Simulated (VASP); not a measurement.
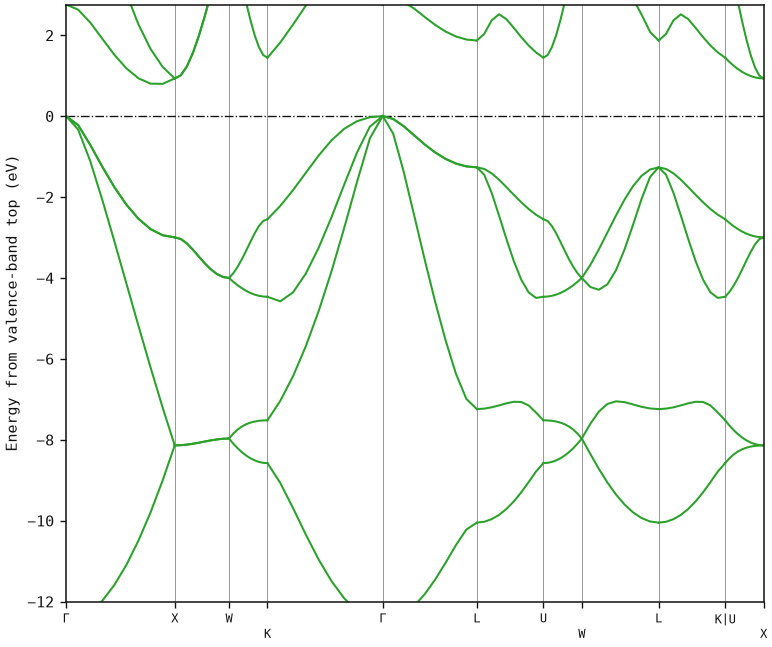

Band structure of diamond-type Si, space group Fd-3m (No. 227), 2 atoms in the primitive cell (cubic a = 5.440 Å). Level of theory: r2SCAN, VASP PAW PBE potentials, release 64 (Si), no spin polarisation, no spin-orbit coupling, 8×8×8 k mesh, 520 eV cutoff; code VASP 6.6.1. Energies are counted from the top of the valence band.

The bands leave a gap. The gap along this path is 0.80 eV and indirect, from the valence-band top at Γ to the conduction-band bottom between Γ and X; the smallest direct gap is 2.76 eV, at Γ. Three bands meet at the valence-band top at Γ: it is triply degenerate (spin aside). The direct gaps are 3.99 eV at K, 3.99 eV at U and 3.13 eV at L.

The PAW data sets were made with another functional. LDA, GGA and most meta-GGA functionals understate gaps. The cell was derived from a database entry in an earlier step, so it needn't be the measured one.
